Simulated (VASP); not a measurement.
The cell below is BN (R3m). Source of the atomic positions: a cell listed in the Materials Project, as set up for an electronic-structure calculation.

```cif
data_structure
_symmetry_space_group_name_H-M 'R3m:H'
_symmetry_Int_Tables_number 160
_cell_length_a 2.5022
_cell_length_b 2.5022
_cell_length_c 10.1188
_cell_angle_alpha 90.000
_cell_angle_beta 90.000
_cell_angle_gamma 120.000
_cell_volume 54.87
loop_
_atom_site_label
_atom_site_type_symbol
_atom_site_symmetry_multiplicity
_atom_site_Wyckoff_symbol
_atom_site_fract_x
_atom_site_fract_y
_atom_site_fract_z
_atom_site_occupancy
N1 N 3 a 0.66667 0.33333 0.00057 1
B1 B 3 a 0.00000 0.00000 0.00033 1
```

Hard-sphere model; covalent radii (Cordero): N 0.71 Å, B 0.84 Å.

### Find the largest hole by geometry, and further ones that a grid search gives (radius above 0.15 Å; smaller ones may be missed, and maxima closer than 0.25 Å are merged).

| hole | site | x, y, z | radius (Å) | nearest atoms | shape |
| --- | --- | --- | --- | --- | --- |
| V1 | 3a | 0.000, 0.000, 0.477 | 1.21 | 4 N + 3 B (then 3 B) | 7-coordinate |
| V2 | 3a | 0.333, 0.667, 0.864 | 1.16 | 4 B + 3 N | 7-coordinate |

Nearest atoms are those whose sphere lies within 0.15 Å of the hole's sphere; in brackets, those within 0.5 Å. The largest sphere that fits anywhere has a diameter of 2.42 Å; the largest that can travel through the crystal, about 2.1 Å.

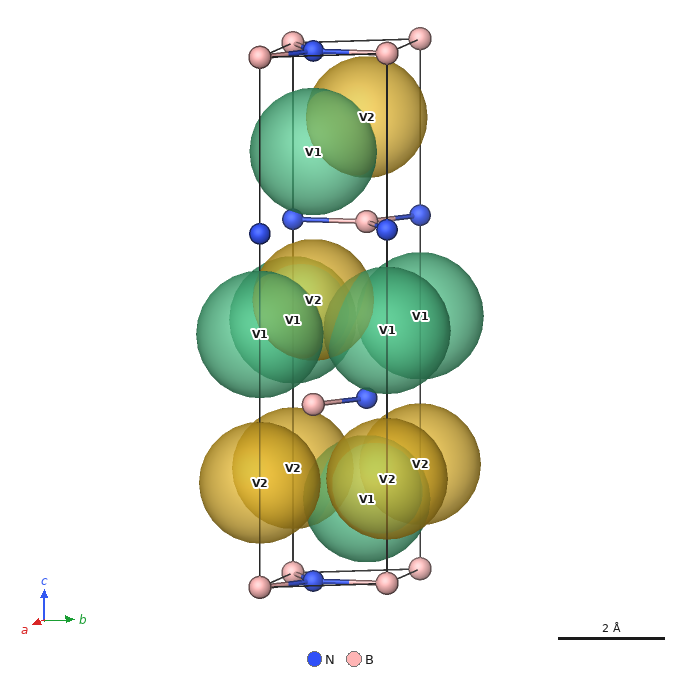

Translucent spheres (V1, V2) fill the 2 holes listed first by a grid search for holes with a radius above 0.15 Å (the largest is sure; smaller ones may be missed, and maxima closer than 0.25 Å are merged) at their true size; atoms are drawn smaller than their model radii. View slightly off an axis.
